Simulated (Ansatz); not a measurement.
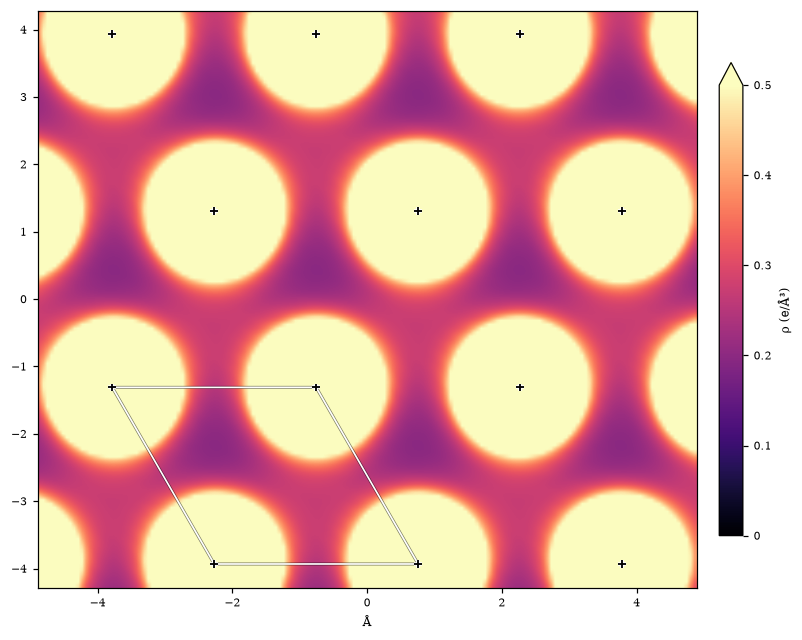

The valence pseudo-density on a plane through atoms (crosses mark nuclei in the plane).

Theory: DFT PBEsol, scalar-relativistic, plane waves, PAW in Ansatz.

Candidates:
A. Ta, a = 3.03 Å, b = 3.03 Å, c = 4.57 Å, α = 90.00°, β = 90.00°, γ = 120.00°. Space group P6₃/mmc; a structure from a database of computed crystals, not necessarily the ambient phase.
B. WC, a = 3.07 Å, b = 3.07 Å, c = 4.48 Å, α = 90.00°, β = 90.00°, γ = 90.00°. Space group I4/mmm; a structure from a database of computed crystals, not necessarily the ambient phase; changed on purpose from its base cell (strain +0.0300 x Voigt [1, 0, 0, 0, 0, 0], atoms carried along); computed pressure about −10 GPa in this cell.

> Which system is this?

Candidate A: Ta on the (001) plane of the conventional cell, which holds Ta. Ta–Ta (3.03 Å): ρ at the midpoint is about 0.25 e/Å³.
